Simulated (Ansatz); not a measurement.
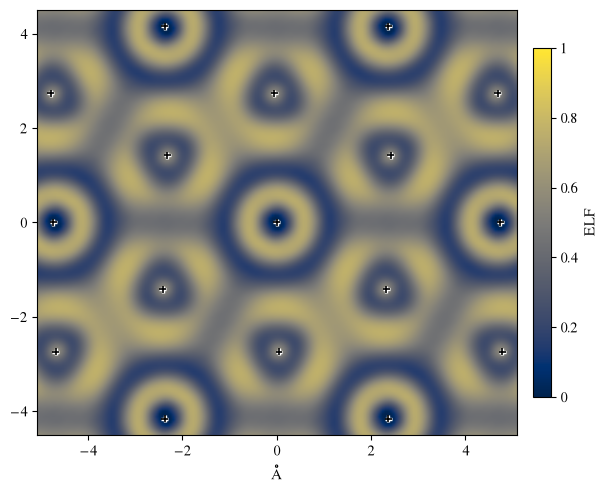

The ELF on a plane through atoms (crosses mark nuclei in the plane).

Theory: DFT PBE, scalar-relativistic, plane waves, PAW (Ansatz 0.2.0).

Candidates:
A. TaSi2, a = 6.70 Å, b = 9.47 Å, c = 4.79 Å, α = 60.35°, β = 90.00°, γ = 90.00°. Space group C222; a structure from a database of computed crystals, not necessarily the ambient phase.
B. GaN, a = 3.22 Å, b = 3.22 Å, c = 5.24 Å, α = 90.00°, β = 90.00°, γ = 120.00°. Space group P6₃mc; a structure from a database of computed crystals, not necessarily the ambient phase.

> Which system is this?

Candidate A: TaSi2 on the (100) plane of the calculation cell, which holds Ta and Si. Ta–Si (2.74 Å): the ELF peaks at about 0.75 in the valence shell of Si, 0.9 Å from its nucleus, and is about 0.40 at the midpoint. Ta–Si (2.80 Å): the ELF peaks at about 0.75 in the valence shell of Si, 0.9 Å from its nucleus, and is about 0.40 at the midpoint.
